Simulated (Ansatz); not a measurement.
## A series of single points on Rb

System: Rb (Immm, 1 atom in the cell).
Method: DFT PBE, scalar-relativistic, plane waves, PAW, no spin polarisation (Ansatz 0.2.0).

The 9 runs differ only in the geometry, by a strain of the cell at fixed fractional positions. Against run 5, the strain is εyy = η. The structure derives from a Materials Project entry.

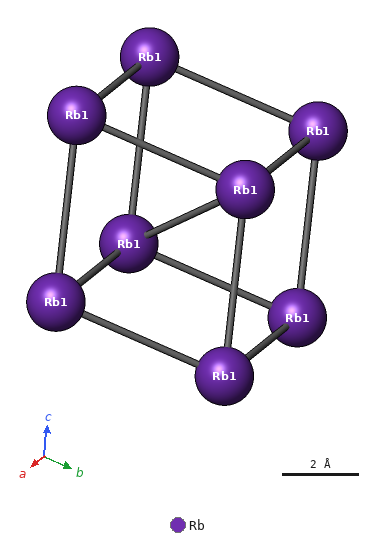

Figure 1. The structure of run 5 (ball-and-stick view of the cell of the calculation, seen slightly off an axis; atoms are numbered from 1 in the order of the input).

## Input of run 5
```yaml
crystal:
  lattice:
    - [-2.9545118615, 2.9988295394, 2.7308451955]
    - [2.9545118615, -2.9988295394, 2.7308451955]
    - [2.9545118615, 2.9988295394, -2.7308451955]
  atoms:
    - { symbol: Rb, position: [0.0, 0.0, 0.0] }
basis:
  ecutwfc: 420
kpoints:
  mp_grid: { grid: [12, 12, 12] }
hamiltonian:
  xc: pbe
scf:
  occupations: { method: gaussian, width: 0.15 }
output:
  forces: true
  stress: true
  eigenvalues: true
```

Command:
```bash
ansatz run input.yaml --threads 1 --pin off --max-ram 1228MiB --backend cpu --events-out ev --progress --plain --runs-dir out
```

Lattice vectors (Å) and fractional positions of run 5:
```
  -2.954512    2.998830    2.730845
   2.954512   -2.998830    2.730845
   2.954512    2.998830   -2.730845
Rb  0.000000  0.000000  0.000000
```

Run 2 differs from it as follows:
```diff
-    - [-2.9545118615, 2.9988295394, 2.7308451955]
-    - [2.9545118615, -2.9988295394, 2.7308451955]
-    - [2.9545118615, 2.9988295394, -2.7308451955]
+    - [-2.9545118615, 2.8215588277, 2.7308451955]
+    - [2.9545118615, -2.8215588277, 2.7308451955]
+    - [2.9545118615, 2.8215588277, -2.7308451955]
```

## Results, with one run withheld

| run | strain parameter η (%) | free energy per atom, from the lowest run given (meV) | pressure (GPa) |
| --- | --- | --- | --- |
| 1 | −7.3892 | 0.01 | 0.05 |
| 2 | −5.9113 | ? | ? |
| 3 | −4.4335 | 0.00 | −0.04 |
| 4 | −2.9557 | 0.59 | −0.08 |
| 5 | 0.0000 | 2.80 | −0.14 |
| 6 | 1.4778 | 4.36 | −0.18 |
| 7 | 2.9557 | 6.19 | −0.20 |
| 8 | 3.6946 | 7.20 | −0.22 |
| 9 | 4.4335 | 8.25 | −0.23 |

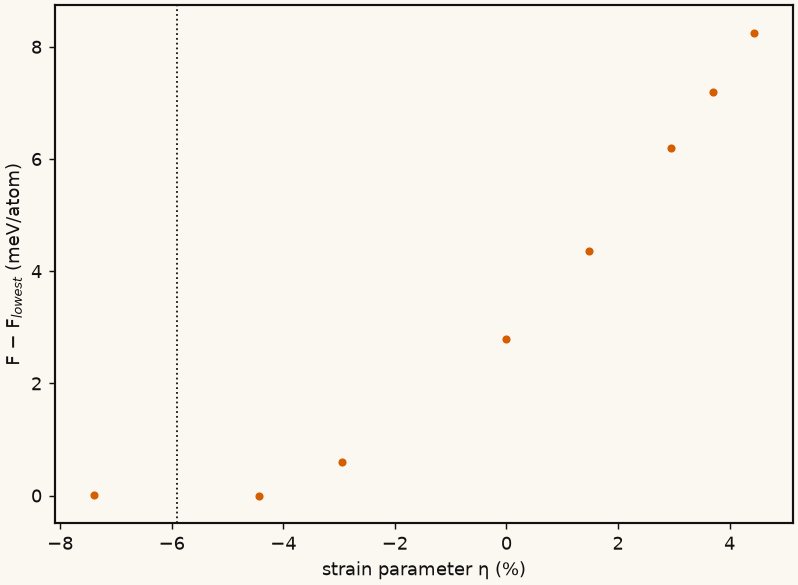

Figure 2. Free energy per atom of the runs given; the dotted line marks run 2.

Estimate the energy of run 2 from the others.

A cubic polynomial in the coordinate, fitted to the 8 runs given, misses them by at most 0.01 meV per atom. With x = η + 0.2771, it reads F = 2.5386 + 0.92341 x + 0.068813 x² − 0.0015512 x³ (meV per atom). At run 2 it gives −0.20 meV per atom, and the run itself gives −0.20. The fit has its minimum at η = −5.9127 %.

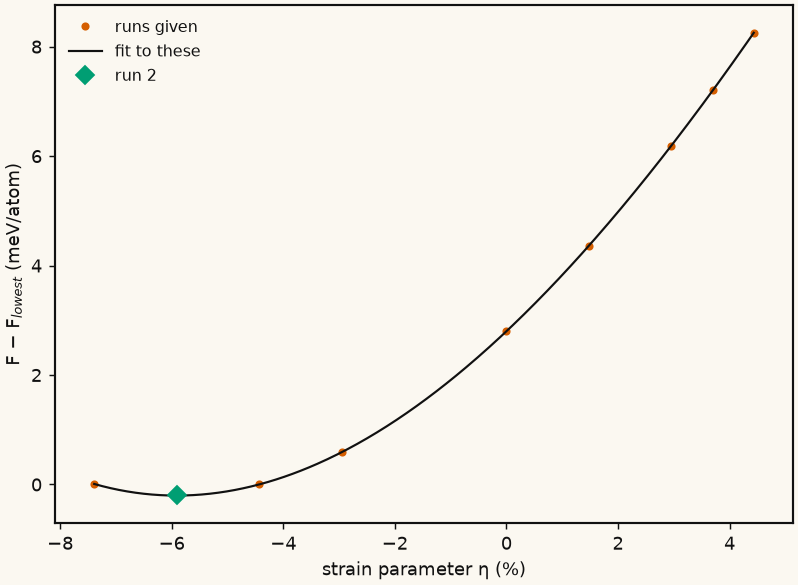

Figure 3. The fit and the withheld run.

## Output, shortened to warnings, some set-up lines, iterations and results (run 2)
```
Basis set: ecut = 420 eV, 1785 PW (Γ), exchange–correlation on 72×72×72 points (8 copies of the dense FFT grid, shifted against one another)
Symmetry: 8 space group operations
k-points: 280 of 1728
Initial density: superposition of atomic densities (neutral atoms: chi_scale 0, normalization atom), corrected by the library's trained network
[...]
SCF iter   1: F=—  HF=-3267.353191 eV  |F-HF|=—  |Δ(HF+E_count)|=         —  Δρ=1.40e-4  dr2=1.68e-5  ethr=1.77e-3  ⟨swp⟩=7.6  Hψ=21120  notcnv=0
SCF iter   2: F=—  HF=-3267.353830 eV  |F-HF|=—  |Δ(HF+E_count)|=   6.38e-4  Δρ=9.32e-5  dr2=8.53e-6  ethr=1.87e-7  ⟨swp⟩=3.3  Hψ=7240  notcnv=0
SCF iter   3: F=—  HF=-3267.353833 eV  |F-HF|=—  |Δ(HF+E_count)|=   3.36e-6  Δρ=3.88e-5  dr2=2.77e-6  ethr=9.48e-8  ⟨swp⟩=2.0  Hψ=3156  notcnv=0
SCF iter   4: F=—  HF=-3267.353835 eV  |F-HF|=—  |Δ(HF+E_count)|=   2.25e-6  Δρ=1.15e-5  dr2=3.48e-7  ethr=3.08e-8  ⟨swp⟩=2.0  Hψ=3018  notcnv=0
SCF iter   5: F=-3267.353835 eV  HF=-3267.353835 eV  |F-HF|=2.75e-8  |Δ(HF+E_count)|=   1.32e-7  Δρ=3.57e-6  dr2=2.39e-8  ethr=3.86e-9  ⟨swp⟩=1.6  Hψ=2656  notcnv=0
SCF iter   6: F=-3267.353835 eV  HF=-3267.353835 eV  |F-HF|=1.99e-9  |Δ(HF+E_count)|=   2.91e-8  Δρ=1.00e-6  dr2=1.30e-9  ethr=2.66e-10  ⟨swp⟩=4.0  Hψ=11966  notcnv=0
SCF 1 converged in 6 iterations: F = -3267.353835 eV  dr2 = 1.30e-9
SCF converged after 6 iterations
Free energy (F): -3267.353835 eV
Harris-Foulkes:  -3267.353835 eV  (|F-HF|=1.99e-9)
Internal energy: -3267.342887 eV  (E = F + TS)
E sigma→0 (E₀):  -3267.348361 eV
Entropy (-TS):   -0.010948 eV (-10.948 meV/atom)
Fermi energy:    1.937594 eV
--- Per-component energies (eV) ---
  E_band       = -118.969148
  E_kinetic    = 190.749027
  E_local      = -708.843730  (includes V_loc(G=0)·N_el)
  E_nonlocal   = 173.580706
  E_hartree    = 198.835301
  E_xc         = -129.251140
  E_vxc        = -135.152465  (∫ρ·V_xc dr)
  E_paw        = -2618.019469  (= ΣΔE_a)
  E_vpaw       = -36.973318  (= ΣTr[D̂ρ^β])
  E_aug_tail   = -0.000001  (compensation charges beyond the density's cutoff)
  E_ewald      = -374.393581
  E_smearing   = -0.010948  (= −TS)
  E_closure    = 0.000000  (closes the sum)
  Σ components = -3267.353835   (vs F -3267.353835, Δ=0.00e0)
--- Forces (eV/Å), atoms counted from 1 ---
  atom   1  Rb     0.00000000     0.00000000     0.00000000
  max |Σ_I F_I| component: 1.54e-33 eV/Å
--- Stress (GPa, compression-positive) ---
       -0.003300       0.000000       0.000000
        0.000000       0.000042       0.000000
        0.000000       0.000000       0.019317
  P = ⅓ Tr σ = 0.0054 GPa (0.054 kbar)
```
